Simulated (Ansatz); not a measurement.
## Run report: TiSi63 (charge −1), single-point calculation (part 2 of 2)

Continued. System: TiSi63 (defect cell, 64 atoms in the cell, total charge −1). Method: DFT PBE, scalar-relativistic, plane waves, PAW, spin-polarised (Ansatz 0.2.0); cutoff 420 eV, 1×1×1 k-mesh, Gaussian smearing of 0.05 eV, collinear spins. The structure derives from a Materials Project entry.

**Output, continued**
```
--- Forces (eV/Å), atoms counted from 1 ---
  atom   1  Ti     0.07536776     0.13964093    -0.08179568
  atom   2  Si     0.03130913     0.01491865     0.09204964
  atom   3  Si    -0.03837434     0.03556696    -0.01108565
  atom   4  Si     0.03738843     0.05579158     0.00994948
  atom   5  Si    -0.04028192     0.02074465    -0.08002806
  atom   6  Si    -0.00202093    -0.03361906     0.00664095
  atom   7  Si    -0.05270955    -0.03486422     0.02372751
  atom   8  Si     0.02752933     0.02305832     0.00597124
  atom   9  Si     0.04618334     0.04117442     0.04608032
  atom  10  Si    -0.05331955    -0.06446333    -0.05356828
  atom  11  Si     0.00194338    -0.02840037     0.00467046
  atom  12  Si    -0.00652321     0.00834073     0.10578535
  atom  13  Si     0.12173172     0.04138461     0.03128782
  atom  14  Si     0.00267226    -0.00615002    -0.01012373
  atom  15  Si    -0.01012026    -0.01453093     0.01542766
  atom  16  Si    -0.01134525    -0.00215811     0.00060584
  atom  17  Si     0.02333798     0.05416181     0.02587326
  atom  18  Si     0.06160729     0.01929228     0.01498100
  atom  19  Si     0.00227841     0.00465831     0.01408009
  atom  20  Si     0.00799675    -0.00783337     0.00312238
  atom  21  Si    -0.00217087     0.02456230    -0.20271165
  atom  22  Si     0.00824248    -0.01098027     0.02354571
  atom  23  Si     0.01215172     0.00480070     0.04676501
  atom  24  Si     0.01433524    -0.01811120    -0.07379948
  atom  25  Si    -0.05589466    -0.08713872     0.00620271
  atom  26  Si     0.00249459     0.00785301     0.01017777
  atom  27  Si     0.03363416     0.03357259    -0.05915904
  atom  28  Si    -0.05696231    -0.05711891     0.18855749
  atom  29  Si    -0.00677040     0.01192586    -0.00840766
  atom  30  Si     0.03448862     0.05613836    -0.04322019
  atom  31  Si    -0.08722100    -0.06085750    -0.04079800
  atom  32  Si    -0.04747021    -0.01936270    -0.00725866
  atom  33  Si     0.01153025     0.02628607     0.04972443
  atom  34  Si     0.02196639    -0.09434203     0.03322377
  atom  35  Si    -0.01618280    -0.02548745    -0.00108356
  atom  36  Si    -0.04109019     0.01523583    -0.14199285
  atom  37  Si    -0.02614077     0.02777869    -0.01156442
  atom  38  Si    -0.00541560     0.00385876    -0.00888173
  atom  39  Si     0.04386280     0.01205728    -0.01609387
  atom  40  Si    -0.01840945     0.01549253     0.01941225
  atom  41  Si     0.00264414     0.00799043     0.01356023
  atom  42  Si     0.02573335    -0.00208295     0.00882818
  atom  43  Si     0.04187384    -0.06812230     0.10780496
  atom  44  Si     0.07054170    -0.05207085    -0.02663732
  atom  45  Si    -0.03088091     0.03238358    -0.02343241
  atom  46  Si     0.00019092    -0.01562598     0.00740685
  atom  47  Si     0.00569799     0.03982751    -0.01759047
  atom  48  Si    -0.06374649    -0.05361227     0.05026435
  atom  49  Si    -0.08658755     0.05105519    -0.04159107
  atom  50  Si    -0.02925263    -0.01622910    -0.01264371
  atom  51  Si    -0.00320317     0.01057985    -0.00251538
  atom  52  Si    -0.05791398    -0.09456619    -0.11948275
  atom  53  Si    -0.01030948     0.02203369    -0.00255280
  atom  54  Si     0.01122923     0.02625292     0.02033435
  atom  55  Si     0.07251098    -0.02778814     0.07399661
  atom  56  Si     0.00664421    -0.02296572     0.03340475
  atom  57  Si    -0.00901353    -0.03033392     0.00764972
  atom  58  Si    -0.06530100     0.03556835    -0.02199625
  atom  59  Si    -0.02863544    -0.00335730    -0.07598153
  atom  60  Si     0.04203925     0.01581155     0.02352333
  atom  61  Si     0.02331767    -0.00303301    -0.00225638
  atom  62  Si     0.01445679    -0.02875187     0.01950704
  atom  63  Si     0.04357040     0.00718427    -0.03953428
  atom  64  Si    -0.01924102     0.03696961     0.09364660
  max |Σ_I F_I| component: 5.95e-6 eV/Å
--- Band table (eV) ---
  k-point 0 ↑: bands = ["-50.7422", "-27.0946", "-27.0902", "-26.9703", "-6.1692", "-5.5121", "-5.4691", "-5.1639", "-4.9423", "-4.9265", "-4.9065", "-4.8299", "-4.8114", "-4.7086", "-4.2977", "-4.2875", "-4.2528", "-4.2400", "-4.2230", "-4.1630", "-4.1585", "-4.0974", "-3.7150", "-3.2847", "-3.2748", "-3.2721", "-3.2319", "-3.2150", "-2.8625", "-2.4127", "-2.3870", "-2.3729", "-2.2383", "-2.0455", "-2.0214", "-1.9693", "-1.9498", "-1.9261", "-1.9160", "-1.7356",
      "-1.7129", "-1.6434", "-1.6179", "-1.1851", "-0.8760", "-0.8419", "-0.8265", "-0.6969", "-0.5747", "-0.4167", "-0.3424", "-0.2630", "-0.1834", "0.1422", "0.3301", "0.4627", "0.6109", "0.7382", "0.8133", "0.9983", "1.0799", "1.0882", "1.1130", "1.1591", "1.2324", "1.4123", "1.5105", "1.5284", "1.5894", "1.6357", "1.6575", "1.7779", "1.8853", "1.9286", "1.9739", "1.9815", "2.0325", "2.1170", "2.1565", "2.3140",
      "2.3713", "2.3881", "2.4610", "2.5206", "2.5887", "2.7462", "2.9656", "2.9732", "2.9806", "3.0136", "3.0862", "3.0910", "3.1416", "3.1812", "3.2562", "3.3589", "3.3743", "3.3962", "3.4533", "3.5008", "3.5250", "3.5560", "3.5634", "3.6254", "3.6571", "3.7028", "3.7674", "3.7847", "3.8456", "3.8783", "3.9968", "4.0943", "4.2385", "4.2517", "4.2563", "4.2930", "4.3046", "4.3598", "4.3880", "4.4084",
      "4.4819", "4.5665", "4.6885", "4.8205", "4.8356", "4.9746", "5.0846", "5.1161", "5.2826", "5.2994", "5.4210", "5.4661", "6.3749", "6.5131", "6.5789", "6.7010", "6.7191", "6.7689", "6.8750", "6.9471", "7.0349", "7.1209", "7.1707", "7.1910", "7.2194", "7.3352", "7.3916", "7.4099", "7.4655", "7.4721", "7.5479", "7.5872", "7.7760", "7.8211", "7.8897", "7.9286", "7.9570", "7.9973", "8.1432", "8.1675",
      "8.2507", "8.2779", "8.3185", "8.3658", "8.3706", "8.4070", "8.4907", "8.5087", "8.5445", "8.6037", "8.6663", "8.7540", "8.7884", "8.8130", "8.8374", "8.8833", "8.9319", "8.9512", "9.0726", "9.0840", "9.1597", "9.1884", "9.2486", "9.2967", "9.3466", "9.3808", "9.4443", "9.4791", "9.5030", "9.5103", "9.5370", "9.5528", "9.5801", "9.6201", "9.6552", "9.7042", "9.7600"]
  k-point 0 ↓: bands = ["-50.2787", "-26.7999", "-26.6805", "-26.2724", "-6.1640", "-5.5060", "-5.4648", "-5.1592", "-4.9386", "-4.9214", "-4.9016", "-4.8246", "-4.8049", "-4.7036", "-4.2945", "-4.2818", "-4.2477", "-4.2345", "-4.2189", "-4.1589", "-4.1549", "-4.0921", "-3.7079", "-3.2805", "-3.2716", "-3.2671", "-3.2276", "-3.2076", "-2.8537", "-2.4072", "-2.3827", "-2.3681", "-2.2312", "-2.0433", "-2.0175", "-1.9654", "-1.9441", "-1.9219", "-1.9086", "-1.7303",
      "-1.7081", "-1.6377", "-1.6137", "-1.1745", "-0.8718", "-0.8373", "-0.8226", "-0.6916", "-0.5694", "-0.4115", "-0.3376", "-0.2589", "-0.1752", "0.1543", "0.3350", "0.4709", "0.6176", "0.7421", "0.8191", "1.0035", "1.0844", "1.0930", "1.1209", "1.1670", "1.2395", "1.4199", "1.5167", "1.5379", "1.5927", "1.6425", "1.6659", "1.7859", "1.8910", "1.9382", "1.9849", "1.9915", "2.0397", "2.1231", "2.1698", "2.3274",
      "2.3797", "2.3966", "2.4692", "2.5318", "2.5985", "2.7572", "2.9712", "2.9786", "2.9866", "3.0210", "3.0956", "3.1001", "3.1517", "3.1866", "3.2603", "3.3709", "3.3906", "3.4087", "3.4596", "3.5055", "3.5359", "3.5636", "3.5701", "3.6312", "3.6637", "3.7102", "3.7773", "3.7981", "3.8584", "3.8880", "4.0149", "4.1121", "4.2470", "4.2591", "4.2613", "4.3024", "4.3138", "4.3644", "4.3943", "4.4328",
      "4.4900", "4.5824", "4.7054", "4.8395", "4.8707", "4.9824", "5.0928", "5.1269", "5.2944", "5.3678", "5.4566", "5.5344", "6.5795", "6.6243", "6.7112", "6.7260", "6.7496", "6.8048", "6.9551", "7.0763", "7.1021", "7.1599", "7.2063", "7.2367", "7.3482", "7.3775", "7.4262", "7.4436", "7.4874", "7.5418", "7.5896", "7.6295", "7.8095", "7.8858", "7.9394", "7.9753", "7.9884", "8.0392", "8.1626", "8.1775",
      "8.2580", "8.2945", "8.3317", "8.3764", "8.3925", "8.4198", "8.5218", "8.5274", "8.5914", "8.6282", "8.6786", "8.7788", "8.7982", "8.8221", "8.8458", "8.8936", "8.9431", "8.9590", "9.0920", "9.0999", "9.1998", "9.2233", "9.2685", "9.3223", "9.3608", "9.3915", "9.4668", "9.4863", "9.5117", "9.5216", "9.5474", "9.5695", "9.5903", "9.6309", "9.6701", "9.7182", "9.7827"]
--- Löwdin populations: 64 sites ---
  site symbol       q [e]    m [muB]
     0     Ti     11.2880     0.6595
     1     Si      3.9561     0.0131
     2     Si      3.9683     0.0008
     3     Si      3.9761     0.0052
     4     Si      3.9584     0.0053
     5     Si      3.9749     0.0022
     6     Si      3.9735     0.0043
     7     Si      3.9660     0.0013
     8     Si      3.9613     0.0109
     9     Si      3.9693     0.0044
    10     Si      3.9672     0.0041
    11     Si      3.9449     0.0106
    12     Si      3.9565     0.0165
    13     Si      3.9666     0.0005
    14     Si      3.9659     0.0006
    15     Si      3.9677     0.0037
    16     Si      3.9637     0.0028
    17     Si      3.9650     0.0070
    18     Si      3.9661     0.0019
    19     Si      3.9704     0.0048
    20     Si      4.2252    -0.0070
    21     Si      3.9684     0.0049
    22     Si      3.9741     0.0072
    23     Si      3.9749     0.0035
    24     Si      3.9665     0.0044
    25     Si      3.9676     0.0019
    26     Si      3.9727    -0.0005
    27     Si      4.2108     0.0045
    28     Si      3.9690     0.0026
    29     Si      3.9747     0.0026
    30     Si      3.9651     0.0011
    31     Si      3.9732     0.0004
    32     Si      4.2245    -0.0172
    33     Si      3.9569     0.0042
    34     Si      3.9724     0.0020
    35     Si      3.9614     0.0085
    36     Si      3.9751     0.0022
    37     Si      3.9731     0.0000
    38     Si      3.9659     0.0024
    39     Si      3.9772     0.0053
    40     Si      3.9756     0.0062
    41     Si      3.9684     0.0017
    42     Si      3.9628     0.0182
    43     Si      3.9739     0.0177
    44     Si      3.9713     0.0019
    45     Si      3.9714     0.0062
    46     Si      3.9690     0.0031
    47     Si      3.9525     0.0108
    48     Si      3.9754     0.0269
    49     Si      3.9733     0.0069
    50     Si      3.9726     0.0027
    51     Si      3.9676     0.0093
    52     Si      3.9781     0.0059
    53     Si      3.9696     0.0039
    54     Si      4.2211    -0.0158
    55     Si      3.9757    -0.0014
    56     Si      3.9711     0.0038
    57     Si      3.9558     0.0036
    58     Si      3.9661     0.0023
    59     Si      3.9761     0.0056
    60     Si      3.9690     0.0016
    61     Si      3.9689     0.0006
    62     Si      3.9673     0.0072
    63     Si      3.9526     0.0126
  spilling = 0.010264 (of n_electrons = 265.000000)
--- Bader charges: 64 sites ---
  site symbol  charge [e]  shift [e]    m [muB]
     0     Ti      1.1720     0.0021     0.5493
     1     Si     -0.0053     0.0007     0.0141
     2     Si     -0.0200     0.0012     0.0011
     3     Si     -0.0287     0.0010     0.0055
     4     Si     -0.0082     0.0009     0.0057
     5     Si     -0.0239     0.0002     0.0009
     6     Si     -0.0207     0.0003     0.0048
     7     Si     -0.0139     0.0001     0.0030
     8     Si     -0.0616     0.0069     0.0099
     9     Si     -0.0150     0.0007     0.0086
    10     Si     -0.0181     0.0007     0.0040
    11     Si      0.0285     0.0026     0.0098
    12     Si     -0.0163     0.0010     0.0130
    13     Si     -0.0235     0.0011     0.0013
    14     Si     -0.0292     0.0024    -0.0002
    15     Si     -0.0244     0.0015     0.0021
    16     Si     -0.0041     0.0013     0.0031
    17     Si     -0.0110     0.0005     0.0061
    18     Si     -0.0211     0.0014     0.0015
    19     Si     -0.0261     0.0010     0.0045
    20     Si     -0.2574     0.0142     0.0374
    21     Si     -0.0243     0.0018     0.0037
    22     Si     -0.0246     0.0005     0.0053
    23     Si     -0.0396     0.0022     0.0075
    24     Si     -0.0289     0.0024     0.0056
    25     Si     -0.0210     0.0008     0.0020
    26     Si     -0.0252     0.0004     0.0011
    27     Si     -0.2574     0.0092     0.0494
    28     Si     -0.0280     0.0017     0.0051
    29     Si     -0.0267     0.0008     0.0056
    30     Si     -0.0270     0.0015     0.0028
    31     Si     -0.0499     0.0018     0.0032
    32     Si     -0.3124     0.0098     0.0179
    33     Si     -0.0178     0.0005     0.0050
    34     Si     -0.0168     0.0003     0.0036
    35     Si     -0.0185     0.0032     0.0109
    36     Si     -0.0162     0.0003     0.0049
    37     Si     -0.0181     0.0005     0.0011
    38     Si     -0.0042     0.0003     0.0041
    39     Si     -0.0128     0.0011     0.0077
    40     Si     -0.0198     0.0006     0.0052
    41     Si     -0.0049     0.0007     0.0037
    42     Si     -0.0271     0.0016     0.0139
    43     Si     -0.0068     0.0008     0.0170
    44     Si     -0.0176     0.0006     0.0030
    45     Si     -0.0023     0.0014     0.0048
    46     Si     -0.0118     0.0005     0.0024
    47     Si     -0.0057     0.0022     0.0060
    48     Si     -0.0297     0.0007     0.0179
    49     Si     -0.0174     0.0007     0.0061
    50     Si     -0.0091     0.0004     0.0023
    51     Si     -0.0178     0.0027     0.0069
    52     Si     -0.0213     0.0004     0.0085
    53     Si     -0.0036     0.0012     0.0057
    54     Si     -0.3095     0.0092     0.0173
    55     Si     -0.0195     0.0005     0.0009
    56     Si     -0.0154     0.0003     0.0036
    57     Si     -0.0164     0.0011     0.0042
    58     Si     -0.0002     0.0014     0.0074
    59     Si     -0.0164     0.0003     0.0039
    60     Si     -0.0142     0.0002     0.0024
    61     Si     -0.0129     0.0003     0.0029
    62     Si     -0.0035     0.0004     0.0079
    63     Si      0.0004     0.0021     0.0132
  estimated error of the sums over rays = 5.2e-4 e
```

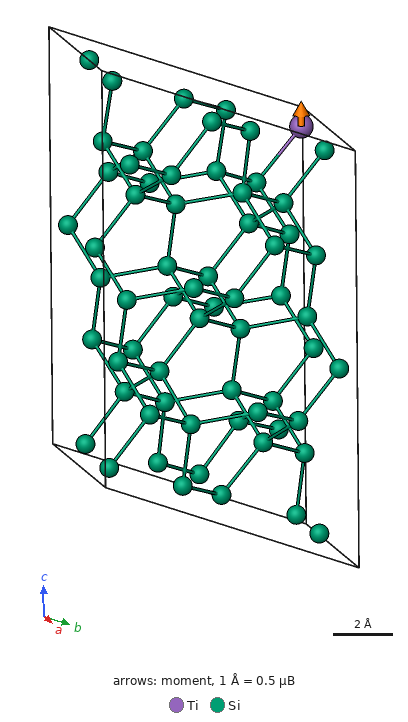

Figure 1. Magnetic moments of the sites as orange arrows (ball-and-stick view of the cell of the calculation, seen slightly off an axis); small moments hardly show. The run is collinear, so the axis drawn is arbitrary. Site moments: Ti1 (0.44 μB). They are counted near the atoms and needn't add up to the moment of the cell. Atoms are counted from 1 in the order of the input.

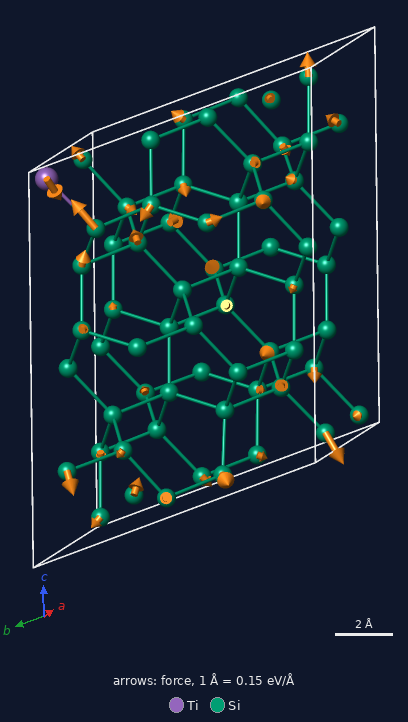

Figure 2. Forces on the atoms as orange arrows (ball-and-stick view of the cell of the calculation, seen at an oblique angle); the smallest are left out. The largest act on Si21, Si28 (0.21 eV/Å); Ti1 (0.18 eV/Å); Si52 (0.16 eV/Å); Si36 (0.15 eV/Å), among others. Atoms are counted from 1 in the order of the input and aren't labelled in the picture. 

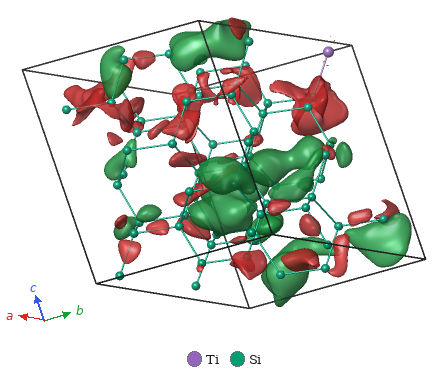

Figure 3. Isosurfaces of the spin density (up minus down) at +0.0004 (green) and −0.0004 e/Å³ (red), seen at an oblique angle. Sticks mark near contacts. The outline is the calculation cell. The spin density sits on Ti: +0.4 μB in one cell of 64 atoms. The cell of the calculation (64 atoms) carries 1.0 μB net. Core electrons are frozen (PAW), so the fields are smoothed inside the atomic spheres.

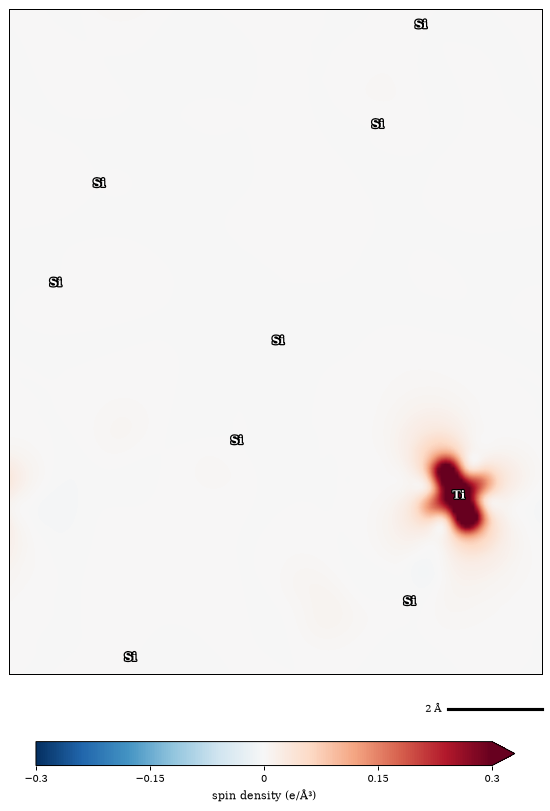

Figure 4. Spin density on the (100) plane of the calculation cell. The section cuts through Ti and Si sites. The spin density sits on Ti: +0.4 μB in one cell of 64 atoms. The cell of the calculation (64 atoms) carries 1.0 μB net.

**Key numbers**

| quantity | value |
| --- | --- |
| outcome | converged |
| electrons treated | 265 |
| free energy | −42539.8872 eV |
| Fermi energy | 6.444 eV |
| gap on the k-point mesh | 0.14 eV |
| net moment of the cell | 1.00 μB |
| integrated absolute moment | 1.24 μB |
| largest force (length of the vector) | 0.205 eV/Å |
| wall time | 4.3 min (CPU time 17 min) |
| peak memory | 1.9 GiB |

Warnings of the run: the state was not tested for a lower one. The cell is charged and computed with a neutralising background, so its energy and pressure depend on the cell and aren't those of a real crystal. So coarse a mesh can miss the band edges, so the true gap of this method can be much smaller, or zero. The k-point mesh is coarse for a cell of this size, so the results may not be converged.
